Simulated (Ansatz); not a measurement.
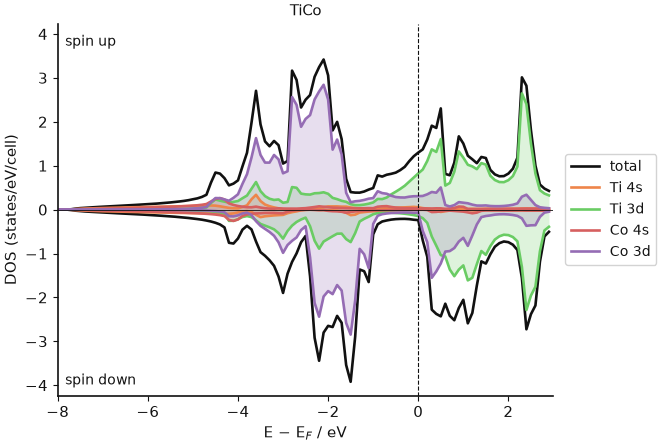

What does this figure show?

Density of states of TiCo, space group Pm-3m (No. 221), 2 atoms in the cell. Computed with Ansatz 0.2.0: DFT PBE, scalar-relativistic, plane waves, PAW, spin-polarised, 14×14×14 k mesh, 420 eV cutoff, Gaussian smearing of 0.1 eV. Energies are counted from the Fermi level. The partial curves are projected on Löwdin-orthogonalised atomic shells. Spin-down states are drawn negative.

It is a metal. The density of states at the Fermi level isn't well fixed here: it changes fast, and within 0.3 eV it runs from 1.2 to 4.2 per eV and cell. The two spin channels differ: the cell has a net moment of 0.9 μB, with spin up in the majority. Over the range shown, the centre of the Co 3d weight lies 1.7 eV below the Fermi level, and about 80 % of the shell is filled.
